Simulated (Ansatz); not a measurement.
## Geometry relaxation, with input and output: Na

Na (P6₃/mmc, 2 atoms in the cell), computed with DFT PBEsol, scalar-relativistic, plane waves, PAW, no spin polarisation (Ansatz 0.2.0).

The structure derives from an entry of the Crystallography Open Database. It belongs to a series of runs on one base structure; here: volume × 0.97, shape and atoms relaxed. Figures and captions count atoms from 1; the log counts them from 0 in places.

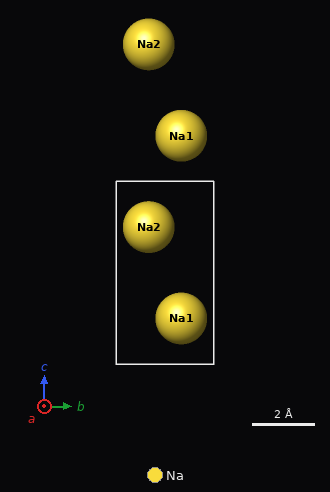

*The starting structure (spheres-only view of the cell of the calculation, repeated 1 × 1 × 2, along the a axis; atoms are numbered from 1 in the order of the input). An atom can appear more than once, as a periodic image.*

### Results in brief

| quantity | value |
| --- | --- |
| outcome | converged |
| space group (tolerance 0.01 Å) | P6₃/mmc (194) |
| electrons treated | 18 |
| free energy | −2951.7434 eV |
| Fermi energy | 1.932 eV |
| gap on the k-point mesh | none (metallic) |
| pressure | 0.27 GPa |
| final volume | 70.35 Å³ |
| largest force (length of the vector) at the end | under 0.001 eV/Å |
| final cell | a = 3.687 Å, b = 3.687 Å, c = 5.977 Å, α = 90.00°, β = 90.00°, γ = 120.00° |
| hardware | 1 thread of Arm Neoverse V2, 24 GiB of memory available, shared host |
| wall time | 6.4 s |
| peak memory | 0.36 GiB |

### Input file
```yaml
crystal:
  lattice:
    - [3.686550754, 0.0, 0.0]
    - [-1.843275377, 3.1926466053, 0.0]
    - [0.0, 0.0, 5.9770986816]
  atoms:
    - { symbol: Na, position: [0.3333333333, 0.6666666667, 0.25] }
    - { symbol: Na, position: [0.6666666667, 0.3333333333, 0.75] }
basis:
  ecutwfc: 420
kpoints:
  mp_grid: { grid: [12, 12, 8] }
hamiltonian:
  xc: pbesol
scf:
  occupations: { method: gaussian, width: 0.1 }
output:
  forces: true
  stress: true
  eigenvalues: true
relax:
  adjacent_minimum: "off"
  f_tol: 0.01
  max_steps: 30
  cell: { stress_tol: 0.1, fix: [volume] }
```

Run as:
```bash
ansatz run input.yaml --threads 1 --pin off --max-ram 2560MiB --backend cpu --events-out ev --progress --plain --runs-dir out
```

### What the program printed
```
Engine: ansatz 0.2.0, aarch64-unknown-linux-gnu
Pseudopotentials: kind: paw
Pseudopotential: Na, paw, valence charge 9, recommended cutoff 420 eV (normal), Na.paw.azcp
Functional definition: PBEsol
  exchange = pbesol_x
  correlation = pbesol_c
Crystal: 2 atoms, lattice volume = 70.350 Å³
Basis set: ecut = 420 eV, 1387 PW (Γ), exchange–correlation on 50×50×80 points (8 copies of the dense FFT grid, shifted against one another)
Bands: 13, of which v1, the nominal top of the filled ones, is band 9 counted from 1 (8 counted from 0)
Symmetry: 24 space group operations
Space group: P63/mmc (ITA 194), of the structure as read, at distance tolerance 4.1e-5 Å
k-points: 95 of 1152
Non-local potential: Na, projectors of the file, l = 0: 3, l = 1: 2, l = 2: 1
PAW form: soft (Blöchl's): semilocal exchange-correlation on the pseudo side does not see the compensation charge
PAW frozen core: Na, regenerated for the run's functional, and the local potential with it (the file was generated under x = pbe(κ = 0.804, μ = 0.2195149727645171), c = pbe(β = 0.06672455060314922))
PAW one-centre angular grid: Na, 110 points (default); XC on 64 Gauss nodes
Initial density: superposition of atomic densities (neutral atoms: chi_scale 0, normalization atom), corrected by the library's trained network
Initial wavefunctions: pseudopotential atomic-orbital guess
Functional: x = pbesol(κ = 0.804, μ = 0.12345679012345678), c = pbesol(β = 0.046)
SCF iter   1: F=—  HF=-2951.744833 eV  |F-HF|=—  |Δ(HF+E_count)|=         —  Δρ=1.70e-3  dr2=9.08e-4  ethr=1.77e-3  ⟨swp⟩=4.2  Hψ=6229  notcnv=0
preconditioner: auto → Kerker (q_TF=auto, 2.174 Å⁻¹)  [metal: Δε(μ)=0.075 eV  Ē_g=4.975 eV  σ=0.100 eV  W_gap=0.39  n_scr=10 (ndim 8)  ℏωp=6.3 eV  f_vac=0.000  D(μ)=0.69/eV (n_scr^D=2)]
SCF iter   2: F=—  HF=-2951.743403 eV  |F-HF|=—  |Δ(HF+E_count)|=   1.43e-3  Δρ=6.25e-4  dr2=1.79e-4  ethr=5.04e-6  ⟨swp⟩=2.7  Hψ=2821  notcnv=0
SCF iter   3: F=—  HF=-2951.743360 eV  |F-HF|=—  |Δ(HF+E_count)|=   4.35e-5  Δρ=1.68e-4  dr2=2.19e-5  ethr=9.95e-7  ⟨swp⟩=2.0  Hψ=1978  notcnv=0  defer=1
SCF iter   4: F=—  HF=-2951.743374 eV  |F-HF|=—  |Δ(HF+E_count)|=   1.50e-5  Δρ=1.89e-4  dr2=1.04e-5  ethr=1.22e-7  ⟨swp⟩=2.0  Hψ=1978  notcnv=0  defer=1
SCF iter   5: F=—  HF=-2951.743364 eV  |F-HF|=—  |Δ(HF+E_count)|=   1.00e-5  Δρ=1.11e-5  dr2=1.19e-7  ethr=5.76e-8  ⟨swp⟩=2.0  Hψ=1978  notcnv=0  defer=1
SCF iter   6: F=-2951.743364 eV  HF=-2951.743364 eV  |F-HF|=3.84e-9  |Δ(HF+E_count)|=   6.58e-9  Δρ=5.44e-6  dr2=1.26e-8  ethr=5.56e-10  ⟨swp⟩=4.4  Hψ=3944  notcnv=0
SCF 1 converged in 6 iterations: F = -2951.743364 eV  dr2 = 1.26e-8
  greatest PAW one-centre occupation: 0.999 electrons in one spin orbital (limit 2), on the Na atom at site 1 (counted from 0), in its partial waves of l = 0
relax step   1: F+E_penalty+E_count = -2951.74336448 eV  Δ(F+E_penalty+E_count) = +0.000e0 eV  max|allowed force component| = 2.530e-19 eV/Å  Δτ_max = 0.0000 Å  P = +0.272 GPa  Ω = 70.350 Å³  fix = [volume]  reactions: volume +0.272 GPa  (6 SCF iters, dr2 threshold 1.00e-7 eV, accepted)
Initial density: handed on by an earlier stage of this run
Initial wavefunctions: pseudopotential atomic-orbital guess (no wavefunctions were taken with the density)
iter 1 solved again at ethr=5.90e-8 eV; its pass at ethr=3.10e-3 eV (dr2=1.06e-5 eV) is discarded
SCF iter   1: F=—  HF=-2951.743359 eV  |F-HF|=—  |Δ(HF+E_count)|=         —  Δρ=5.19e-6  dr2=1.21e-8  ethr=5.90e-8  ⟨swp⟩=3.6  Hψ=9696  notcnv=0
SCF iter   2: F=—  HF=-2951.743364 eV  |F-HF|=—  |Δ(HF+E_count)|=   5.76e-6  Δρ=2.61e-6  dr2=5.21e-9  ethr=6.74e-11  ⟨swp⟩=2.1  Hψ=2087  notcnv=0
SCF iter   3: F=—  HF=-2951.743364 eV  |F-HF|=—  |Δ(HF+E_count)|=  5.84e-10  Δρ=9.31e-7  dr2=1.16e-9  ethr=2.89e-11  ⟨swp⟩=1.0  Hψ=1235  notcnv=0
SCF iter   4: F=-2951.743364 eV  HF=-2951.743364 eV  |F-HF|=3.32e-11  |Δ(HF+E_count)|=  2.02e-10  Δρ=2.96e-7  dr2=3.23e-11  ethr=1.00e-12  ⟨swp⟩=2.9  Hψ=4980  notcnv=0
SCF 2 converged in 4 iterations: F = -2951.743364 eV  dr2 = 3.23e-11
relax step   2: F+E_penalty+E_count = -2951.74336448 eV  Δ(F+E_penalty+E_count) = -1.659e-9 eV  max|allowed force component| = 3.433e-19 eV/Å  Δτ_max = 0.0000 Å  P = +0.272 GPa  Ω = 70.350 Å³  fix = [volume]  reactions: volume +0.272 GPa  stress off target by 2.93e-3 GPa on what of the cell is left free  SCF on the basis re-selected at this cell (its energy is not comparable with the rows above)  (4 SCF iters)
```

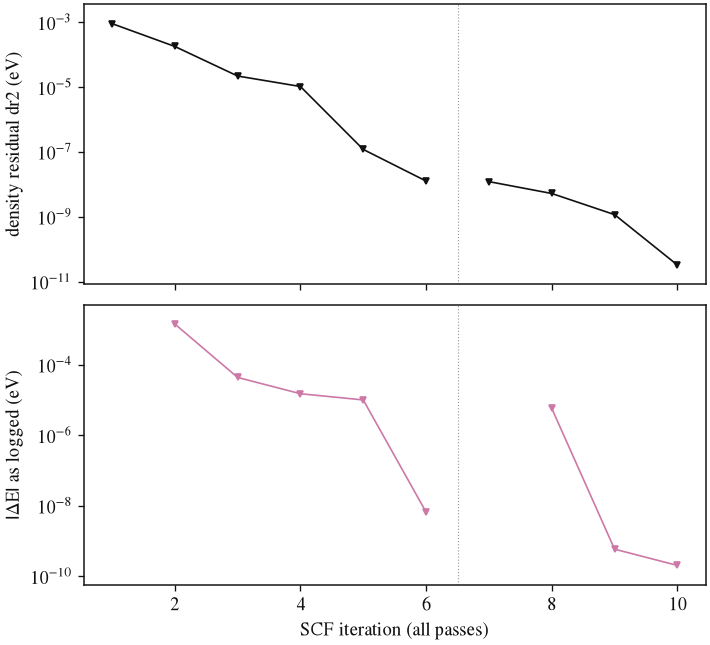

*Convergence of the self-consistent field: density residual dr2 and size of the energy change against the SCF iteration. The dotted lines part the SCF passes of the relaxation: geometry steps, rejected trials and re-solves on a re-selected basis.*

The passes take 6 and 4 iterations.

```
basis re-selected at this cell: Δ(F+E_penalty+E_count) = -1.659e-9 eV, ΔP = +0.000 GPa vs the last step (what re-selecting the basis moved, of the pressure what is left beyond the Pulay correction that the steps carried, after the strain that the cell walked since its last selection, with what the two solves' SCF thresholds leave and, on support functions, any second-order correction that the steps lacked; it is no measure of the basis error at this ecutwfc). This SCF's stress stands 2.93e-3 GPa from its target on what of the cell is left free (relax.cell.stress_tol is 1.00e-1 GPa) and its largest allowed force component is 3.43e-19 eV/Å (relax.f_tol is 1.00e-2 eV/Å): within both
SCF converged after 4 iterations
Free energy (F): -2951.743364 eV
Harris-Foulkes:  -2951.743364 eV  (|F-HF|=3.32e-11)
Internal energy: -2951.739923 eV  (E = F + TS)
E sigma→0 (E₀):  -2951.741644 eV
Entropy (-TS):   -0.003442 eV (-1.721 meV/atom)
Fermi energy:    1.932319 eV
--- Per-component energies (eV) ---
  E_band       = -475.539704
  E_kinetic    = 240.556971
  E_local      = -2855.218967  (includes V_loc(G=0)·N_el)
  E_nonlocal   = 231.792409
  E_hartree    = 1041.474292
  E_xc         = -75.436195
  E_vxc        = -97.511048  (∫ρ·V_xc dr)
  E_paw        = -506.896849  (= ΣΔE_a)
  E_vpaw       = -78.107319  (= ΣTr[D̂ρ^β])
  E_aug_tail   = -0.000044  (compensation charges beyond the density's cutoff)
  E_ewald      = -1028.120928
  E_core_change = 0.109388  (= ΣΔE_core)
  E_smearing   = -0.003442  (= −TS)
  E_closure    = -0.000000  (closes the sum)
  Σ components = -2951.743364   (vs F -2951.743364, Δ=0.00e0)
--- Forces (eV/Å), atoms counted from 1 ---
  atom   1  Na    -0.00000000    -0.00000000     0.00000000
  atom   2  Na     0.00000000     0.00000000     0.00000000
  max |Σ_I F_I| component: 7.23e-20 eV/Å
--- Stress (GPa, compression-positive) ---
        0.270372       0.000000       0.000000
        0.000000       0.270372       0.000000
        0.000000       0.000000       0.274768
  P = ⅓ Tr σ = 0.2718 GPa (2.718 kbar)
--- Band table (eV; the first three rows and the last of 95) ---
  k-point 0: bands = ["-50.7361", "-50.7336", "-22.8450", "-22.8075", "-22.8075", "-22.8014", "-22.8013", "-22.8013", "-1.4409", "2.5260", "3.0110", "12.1476", "12.1476"]
  k-point 1: bands = ["-50.7360", "-50.7337", "-22.8434", "-22.8072", "-22.8072", "-22.8030", "-22.8016", "-22.8016", "-1.3729", "1.7790", "3.8718", "12.1972", "12.1972"]
  k-point 2: bands = ["-50.7358", "-50.7340", "-22.8387", "-22.8078", "-22.8066", "-22.8066", "-22.8022", "-22.8022", "-1.1695", "0.9494", "5.0431", "10.7666", "12.3402"]
  k-point 94: bands = ["-50.7331", "-50.7331", "-22.8356", "-22.8356", "-22.8264", "-22.8264", "-22.8093", "-22.8093", "4.0585", "4.0585", "4.2114", "4.2114", "5.2063"]
--- Relaxed structure (1 steps of the walk, 1 accepted, 1 SCFs on fresh bases) ---
  F+E_penalty+E_count = -2951.74336448 eV   max|allowed force component| = 3.433e-19 eV/Å   (the final SCF, on the basis selected at the relaxed cell)
  cell:  # Å, volume = 70.3496 Å³
    - [3.6865507539973, 0.0, 0.0]
    - [-1.84327537699865, 3.192646605302339, 0.0]
    - [0.0, 0.0, 5.9770986816]
  atoms:
    - { symbol: Na, position: [0.33333333333333337, 0.6666666666666667, 0.25] }
    - { symbol: Na, position: [0.6666666666666667, 0.33333333333333337, 0.75] }
```

### Trajectory as extended XYZ (Å, eV, eV/Å), 2 frames, from step=1 to step=2
```
2
Lattice="3.6866 0.0000 0.0000 -1.8433 3.1926 0.0000 0.0000 0.0000 5.9771" Properties=species:S:1:pos:R:3:forces:R:3 step=1 energy=-2951.74336 pressure_GPa=0.27
Na    0.0000    2.1284    1.4943    0.0000   0.0000   0.0000
Na    1.8433    1.0642    4.4828    0.0000   0.0000   0.0000
2
Lattice="3.6866 0.0000 0.0000 -1.8433 3.1926 0.0000 0.0000 0.0000 5.9771" Properties=species:S:1:pos:R:3:forces:R:3 step=2 energy=-2951.74336 pressure_GPa=0.27
Na    0.0000    2.1284    1.4943    0.0000   0.0000   0.0000
Na    1.8433    1.0642    4.4828    0.0000   0.0000   0.0000
```

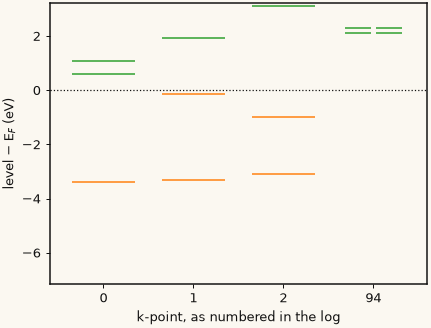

*Kohn–Sham levels near the Fermi level (dotted) at the few k-points that the log prints; levels within 0.02 eV of each other stand side by side.*

The system is metallic on the full mesh.
